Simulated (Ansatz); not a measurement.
**TiAl: density, localisation and related maps**

Input file:

```
crystal:
  lattice:
    - [2.907897788, 0.0, 0.0]
    - [-1.453948894, 2.518313356, 0.0]
    - [0.0, 0.0, 4.5094589681]
  atoms:
    - { symbol: Ti, position: [0.0, 0.0, 0.0] }
    - { symbol: Al, position: [0.3333333333, 0.6666666667, 0.5] }
basis:
  ecutwfc: 500
kpoints:
  mp_grid: { grid: [24, 24, 14] }
hamiltonian:
  xc: r2scan
scf:
  occupations: { method: gaussian, width: 0.15 }
output:
  forces: true
  stress: true
  eigenvalues: true
  write_density: true
  write_potential: true
  elf: true
  volumetric_format: npy
```

Run with:

```sh
ansatz run input.yaml --threads 1 --pin off --max-ram 2560MiB --backend cpu --events-out ev --progress --plain --runs-dir out
```

Below, planes, directions and counts refer to the conventional cell (a = 2.91 Å, b = 2.91 Å, c = 4.51 Å, α = 90.00°, β = 90.00°, γ = 120.00°).

Space group P-6m2; a structure from a database of computed crystals, not necessarily the ambient phase; computed without spin polarisation.

Method: DFT r2SCAN, scalar-relativistic, plane waves, PAW in Ansatz 0.2.0.

In a PAW calculation such maps are meaningful between the atoms, not at the nuclei.

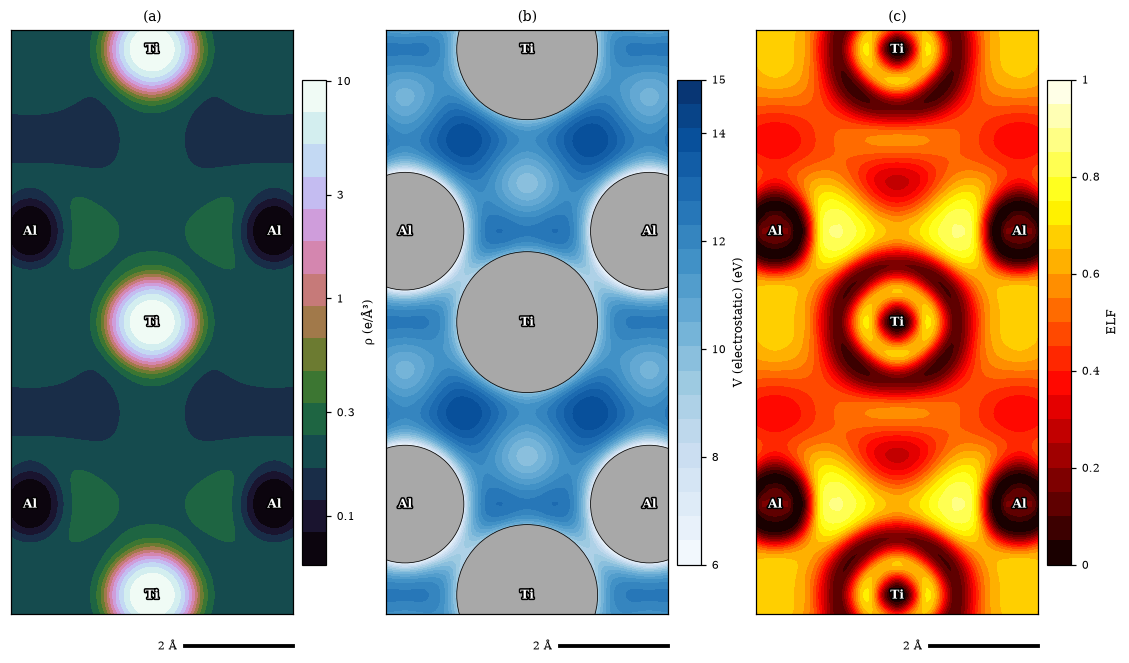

Figure 1. (a) valence charge density (pseudo); (b) electrostatic potential (local pseudopotential plus Hartree) felt by an electron; (c) electron localisation function on the (110) plane of the conventional cell. Grey discs cover the atomic cores in the potential map.

### Read the bonding off the picture.

- The plane passes through Ti and Al nuclei.
- Ti–Al (2.81 Å): the density is about 0.21 e/Å³ at the midpoint; the ELF is about 0.40 at the midpoint.
- Between the atoms the lowest density in this plane is 0.15 e/Å³.
- The features right at Ti lie inside the PAW spheres, where the map follows smoothed inner orbitals and isn't to be read closely.
- Outside the cores the potential energy rises away from the atoms and is highest about 2.0 Å from the nearest atoms; its zero is arbitrary.

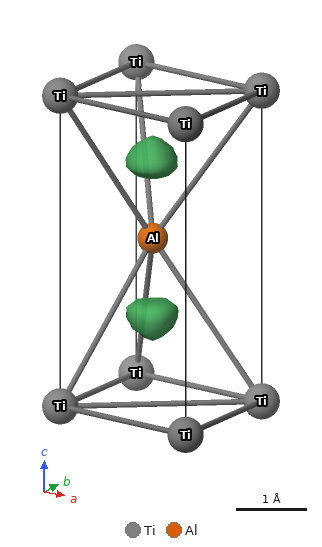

Figure 2. Isosurface of the ELF at 0.8 (green), seen slightly off an axis. Only the valence region is drawn (cores and ρ < 0.01 e/Å³ removed). Sticks mark near contacts.

### What do the ELF domains correspond to?

The ELF exceeds this value in two pockets between the atoms, centred on no nucleus (multi-centre or interstitial), counted in one cell of 2 atoms. Regions shared between cells count once. Along the contacts the grid gives the following. Ti–Ti (2.91 Å): the ELF is about 0.30 at the midpoint (no localised pair shows between them).

### Does the calculation make it a metal, or give it a gap?

It is gapless in this calculation (a metal or semimetal).
